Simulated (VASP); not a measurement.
```xyz
35
Lattice="7.5049 0.0000 0.0000 -3.7525 6.4995 0.0000 0.0000 0.0000 7.3693" Properties=species:S:1:pos:R:3 pbc="T T T"
B     1.2467    0.7197    5.5270
B     0.0000    2.8929    5.5270
B    -1.2471    5.0530    5.5270
B     3.7525    0.7283    5.5270
B     2.5070    2.8856    5.5270
B     1.2471    5.0530    5.5270
B     6.2583    0.7197    5.5270
B     4.9979    2.8856    5.5270
B     3.7525    5.0599    5.5270
B     0.0000    1.4465    1.8423
B    -1.2505    3.6110    1.8423
B    -2.4997    5.7762    1.8423
B     2.5019    1.4445    1.8423
B     1.2505    3.6110    1.8423
B     0.0000    5.7770    1.8423
B     5.0030    1.4445    1.8423
B     3.7524    3.6105    1.8423
B     2.4998    5.7762    1.8423
N    -1.2358    2.1439    5.5270
N    -2.5137    4.3573    5.5270
N    -1.2779    6.4977    5.5270
N     1.2358    2.1439    5.5270
N     0.0000    4.3330    5.5270
N     1.2779    6.4977    5.5270
N     3.7525    2.1665    5.5270
N     2.5137    4.3573    5.5270
N     0.0000    0.0000    1.8423
N    -1.2508    2.1667    1.8423
N    -2.5015    4.3329    1.8423
N    -1.2507    6.4994    1.8423
N     1.2508    2.1667    1.8423
N     0.0000    4.3330    1.8423
N     1.2507    6.4994    1.8423
N     3.7525    2.1665    1.8423
N     2.5015    4.3329    1.8423
```

Spin-polarised.

All numbers below come from VASP, Kohn-Sham DFT of a periodic cell, PBE, VASP PAW PBE potentials, recommended.

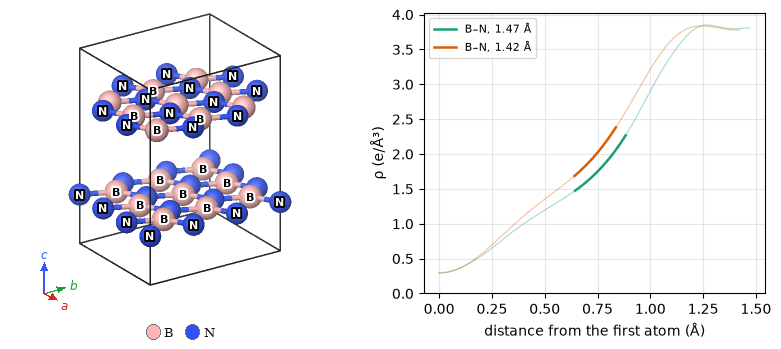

B18N17 (cell charge +1, with a compensating background) (cell with a defect). Valence charge density (pseudo) along straight lines between neighbouring atoms. Thin, pale parts lie inside the atomic spheres. The structure is drawn too.

Core electrons are frozen (PAW), and the valence fields are smoothed inside the atomic spheres.

Question: Compare the contacts.

Answer: B–N (1.47 Å): the density is about 1.7 e/Å³ at the midpoint.
B–N (1.42 Å): ρ at the midpoint is about 1.9 e/Å³.
